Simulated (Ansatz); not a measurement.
## What a change does: single-point calculation on HfO₂

System: HfO₂ (I4/mmm, 3 atoms in the cell).
Method of run A: DFT PBE, scalar-relativistic, plane waves, PAW, no spin polarisation (Ansatz 0.2.0).

The structure derives from an entry of the Crystallography Open Database. Text and figures count atoms from 1; the logs count them from 0 in places.

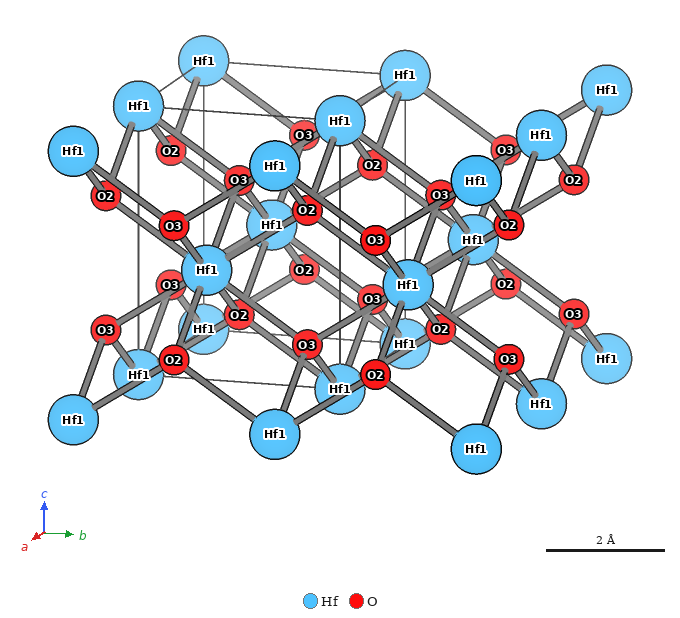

**Figure 1.** The structure as given in the input (ball-and-stick view of the cell 2 times as large as that of the calculation, set on its symmetry axes, repeated 2 × 2 × 1, seen slightly off an axis; atoms are numbered from 1 in the order of the input). An atom can appear more than once, as a periodic image. Near neighbours in the periodic cell (some may lie outside the picture): Hf has 8 O at 2.16 Å; O has 4 Hf at 2.16 Å.

Input file, run A:
```yaml
crystal:
  lattice:
    - [0.0, 2.5575, 2.3529]
    - [2.5575, 0.0, 2.3529]
    - [2.5575, 2.5575, 0.0]
  atoms:
    - { symbol: Hf, position: [0.0, 0.0, 0.0] }
    - { symbol: O, position: [0.25, 0.25, 0.25] }
    - { symbol: O, position: [0.75, 0.75, 0.75] }
basis:
  ecutwfc: 420
kpoints:
  mp_grid: { grid: [8, 8, 8] }
hamiltonian:
  xc: pbe
scf:
  occupations: { method: gaussian, width: 0.05 }
output:
  forces: true
  stress: true
  eigenvalues: true
```

Launched with:
```bash
ansatz run input.yaml --threads 1 --pin off --max-ram 2560MiB --backend cpu --events-out ev --progress --plain --runs-dir out
```

Hardware: 1 thread of Intel Xeon (Sapphire Rapids), 32 GiB of memory available, shared host.

Output, shortened to warnings, some set-up lines, iterations and results (run A):
```
Basis set: ecut = 420 eV, 603 PW (Γ), exchange–correlation on 48×48×50 points (8 copies of the dense FFT grid, shifted against one another)
Symmetry: 16 space group operations
k-points: 59 of 512
Initial density: superposition of atomic densities (neutral atoms: chi_scale 0, normalization atom), corrected by the library's trained network
[...]
SCF iter   1: F=—  HF=-16861.045735 eV  |F-HF|=—  |Δ(HF+E_count)|=         —  Δρ=3.46e-3  dr2=2.96e-3  ethr=1.77e-3  ⟨swp⟩=4.7  Hψ=4994  notcnv=0
SCF iter   2: F=—  HF=-16861.046486 eV  |F-HF|=—  |Δ(HF+E_count)|=   7.51e-4  Δρ=2.49e-3  dr2=1.24e-3  ethr=7.79e-6  ⟨swp⟩=2.0  Hψ=2786  notcnv=0
SCF iter   3: F=—  HF=-16861.046349 eV  |F-HF|=—  |Δ(HF+E_count)|=   1.37e-4  Δρ=9.28e-4  dr2=1.24e-4  ethr=3.26e-6  ⟨swp⟩=2.0  Hψ=2168  notcnv=0
SCF iter   4: F=—  HF=-16861.046555 eV  |F-HF|=—  |Δ(HF+E_count)|=   2.06e-4  Δρ=1.31e-4  dr2=2.45e-6  ethr=3.26e-7  ⟨swp⟩=2.0  Hψ=2234  notcnv=0
SCF iter   5: F=—  HF=-16861.046574 eV  |F-HF|=—  |Δ(HF+E_count)|=   1.92e-5  Δρ=4.73e-5  dr2=3.77e-7  ethr=6.44e-9  ⟨swp⟩=2.0  Hψ=2475  notcnv=0
SCF iter   6: F=-16861.046574 eV  HF=-16861.046574 eV  |F-HF|=2.81e-8  |Δ(HF+E_count)|=   2.03e-7  Δρ=1.40e-5  dr2=2.36e-8  ethr=2.63e-10  ⟨swp⟩=5.7  Hψ=6340  notcnv=0
SCF 1 converged in 6 iterations: F = -16861.046574 eV  dr2 = 2.36e-8
SCF converged after 6 iterations
Free energy (F): -16861.046574 eV
Harris-Foulkes:  -16861.046574 eV  (|F-HF|=2.81e-8)
Internal energy: -16861.046574 eV  (E = F + TS)
E sigma→0 (E₀):  -16861.046574 eV
Fermi energy:    19.372483 eV
--- Per-component energies (eV) ---
  E_band       = 102.612957
  E_kinetic    = 777.953989
  E_local      = -5563.807004  (includes V_loc(G=0)·N_el)
  E_nonlocal   = -1146.375183
  E_hartree    = 2569.538298
  E_xc         = -449.452278
  E_vxc        = -457.121393  (∫ρ·V_xc dr)
  E_paw        = -7244.046363  (= ΣΔE_a)
  E_vpaw       = 1352.884811  (= ΣTr[D̂ρ^β])
  E_aug_tail   = 0.005042  (compensation charges beyond the density's cutoff)
  E_ewald      = -5804.863075
  E_smearing   = -0.000000  (= −TS)
  E_closure    = -0.000000  (closes the sum)
  Σ components = -16861.046574   (vs F -16861.046574, Δ=0.00e0)
--- Forces (eV/Å), atoms counted from 1 ---
  atom   1  Hf    -0.00000000     0.00000000    -0.00000000
  atom   2  O     -0.00000000     0.00000000     0.00000000
  atom   3  O      0.00000000     0.00000000     0.00000000
  max |Σ_I F_I| component: 3.16e-30 eV/Å
--- Stress (GPa, compression-positive) ---
        7.509483       0.000000       0.000000
        0.000000       7.509483      -0.000000
        0.000000      -0.000000      48.886841
  P = ⅓ Tr σ = 21.3019 GPa (213.019 kbar)
```

For run B the input was changed thus:
```diff
-    - [0.0, 2.5575, 2.3529]
-    - [2.5575, 0.0, 2.3529]
+    - [0.0, 2.5575, 2.4552]
+    - [2.5575, 0.0, 2.4552]
```

What does this change do to the results?

With the same functional and potentials, run B lies 95.8 meV per atom lower. The gap on the mesh goes from 2.78 to 3.37 eV. The pressure goes from 21.30 to 8.09 GPa. The volume per atom goes from 10.26 to 10.71 Å³. The number of SCF iterations is the same. The plane waves at Γ go from 603 to 621.

Output, shortened to warnings, some set-up lines, iterations and results (run B):
```
Basis set: ecut = 420 eV, 621 PW (Γ), exchange–correlation on 48×48×50 points (8 copies of the dense FFT grid, shifted against one another)
Symmetry: 16 space group operations
k-points: 59 of 512
Initial density: superposition of atomic densities (neutral atoms: chi_scale 0, normalization atom), corrected by the library's trained network
[...]
SCF iter   1: F=—  HF=-16861.332787 eV  |F-HF|=—  |Δ(HF+E_count)|=         —  Δρ=2.65e-3  dr2=1.65e-3  ethr=1.77e-3  ⟨swp⟩=4.6  Hψ=4980  notcnv=0
SCF iter   2: F=—  HF=-16861.333722 eV  |F-HF|=—  |Δ(HF+E_count)|=   9.35e-4  Δρ=1.95e-3  dr2=8.25e-4  ethr=4.34e-6  ⟨swp⟩=2.0  Hψ=2750  notcnv=0
SCF iter   3: F=—  HF=-16861.333647 eV  |F-HF|=—  |Δ(HF+E_count)|=   7.45e-5  Δρ=7.59e-4  dr2=7.61e-5  ethr=2.17e-6  ⟨swp⟩=2.0  Hψ=2083  notcnv=0
SCF iter   4: F=—  HF=-16861.333836 eV  |F-HF|=—  |Δ(HF+E_count)|=   1.89e-4  Δρ=9.50e-5  dr2=1.93e-6  ethr=2.00e-7  ⟨swp⟩=2.0  Hψ=2280  notcnv=0
SCF iter   5: F=—  HF=-16861.333836 eV  |F-HF|=—  |Δ(HF+E_count)|=   2.20e-7  Δρ=5.01e-5  dr2=5.29e-7  ethr=5.09e-9  ⟨swp⟩=2.0  Hψ=2432  notcnv=0
SCF iter   6: F=-16861.333836 eV  HF=-16861.333836 eV  |F-HF|=1.30e-8  |Δ(HF+E_count)|=   5.32e-8  Δρ=1.90e-5  dr2=5.13e-8  ethr=2.63e-10  ⟨swp⟩=3.2  Hψ=6127  notcnv=0
SCF 1 converged in 6 iterations: F = -16861.333836 eV  dr2 = 5.13e-8
SCF converged after 6 iterations
Free energy (F): -16861.333836 eV
Harris-Foulkes:  -16861.333836 eV  (|F-HF|=1.30e-8)
Internal energy: -16861.333836 eV  (E = F + TS)
E sigma→0 (E₀):  -16861.333836 eV
Fermi energy:    18.357384 eV
--- Per-component energies (eV) ---
  E_band       = 65.786297
  E_kinetic    = 773.675228
  E_local      = -5692.699523  (includes V_loc(G=0)·N_el)
  E_nonlocal   = -1147.029176
  E_hartree    = 2616.432666
  E_xc         = -448.353641
  E_vxc        = -455.638338  (∫ρ·V_xc dr)
  E_paw        = -7243.072423  (= ΣΔE_a)
  E_vpaw       = 1354.597842  (= ΣTr[D̂ρ^β])
  E_aug_tail   = 0.005003  (compensation charges beyond the density's cutoff)
  E_ewald      = -5720.291971
  E_smearing   = -0.000000  (= −TS)
  E_closure    = 0.000000  (closes the sum)
  Σ components = -16861.333836   (vs F -16861.333836, Δ=0.00e0)
--- Forces (eV/Å), atoms counted from 1 ---
  atom   1  Hf    -0.00000000     0.00000000    -0.00000000
  atom   2  O     -0.00000000     0.00000000     0.00000000
  atom   3  O      0.00000000     0.00000000     0.00000000
  max |Σ_I F_I| component: 3.16e-30 eV/Å
--- Stress (GPa, compression-positive) ---
        1.734366       0.000000       0.000000
        0.000000       1.734366       0.000000
        0.000000       0.000000      20.806195
  P = ⅓ Tr σ = 8.0916 GPa (80.916 kbar)
```

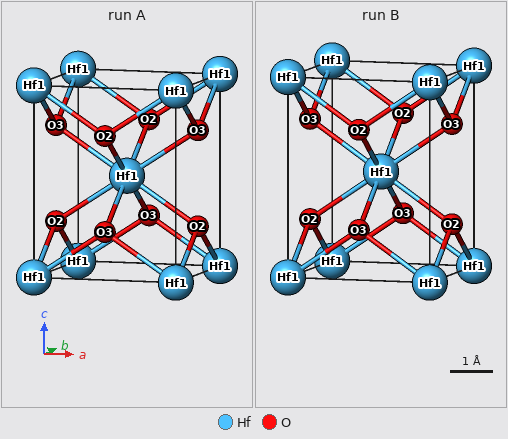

**Figure 2.** The two input geometries at one scale (ball-and-stick view of the cell 2 times as large as that of the calculation, set on its symmetry axes, seen slightly off an axis). No atom moves by more than 0.005 Å relative to the cell. The drawn cell changes as follows: a = b stay at 3.617 Å, c 4.706 → 4.910 Å (+4.3 %); the volume changes by +4.3 %. Among the contacts that change: Hf1–O2 2.157 → 2.186 Å.

The two runs side by side:

| quantity | run A | run B |
| --- | --- | --- |
| outcome | converged | converged |
| free energy per atom (eV) | −5620.3489 | −5620.4446 |
| gap on the mesh (eV) | 2.78 | 3.37 |
| pressure (GPa) | 21.30 | 8.09 |
| volume per atom (Å³) | 10.26 | 10.71 |
| largest force (eV/Å) | 0.000 | 0.000 |
| SCF iterations | 6 | 6 |
| irreducible k-points | 59 | 59 |
| plane waves at Γ | 603 | 621 |
| wall time (shared host) | 1.5 s | 1.7 s |

For both runs: Spin–orbit coupling is left out, which matters for Hf.
